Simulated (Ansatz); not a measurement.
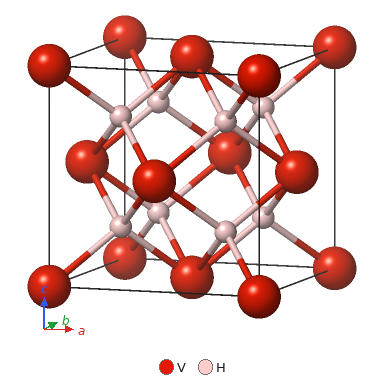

System: VH₂, space group Fm-3m (No. 225). The picture shows the conventional cell.

The given structure:
```yaml
crystal:
  lattice:
    - [0.00000, 2.06870, 2.06870]
    - [2.06870, 0.00000, 2.06870]
    - [2.06870, 2.06870, 0.00000]
  atoms:
    - { symbol: V, position: [0.00000, 0.00000, 0.00000] }
    - { symbol: H, position: [0.25000, 0.25000, 0.25000] }
    - { symbol: H, position: [0.75000, 0.75000, 0.75000] }
```

Calculation (Ansatz 0.2.0): harmonic phonon frequencies at the zone centre with atoms at rest in the given cell, without the long-range term of polar modes, the three translations left out, imaginary frequencies are negative; plane waves with PAW datasets, Γ-centred k mesh. Level: LDA, no spin polarisation.

- wave cutoff: 420 eV
- k mesh: 18×18×18
- occupations: Fermi–Dirac
- smearing width: 0.15 eV
- pressure: 0 GPa
- phonon method: linear response

What does the calculation give for the zone-centre optical phonon frequencies (the three acoustic modes are left out)?

No frequency is imaginary, so the structure is stable to these displacements (zone-boundary modes weren't tested here). The highest mode lies at 1404.4 cm⁻¹. The optical modes lie at 1230.3 (×3), 1404.4 (×3) cm⁻¹.

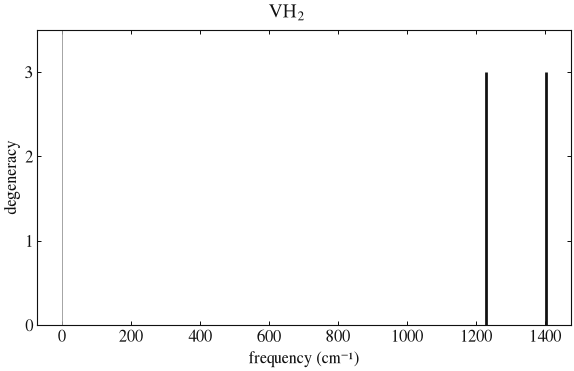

Keep in mind: metal sensitive to the k mesh.
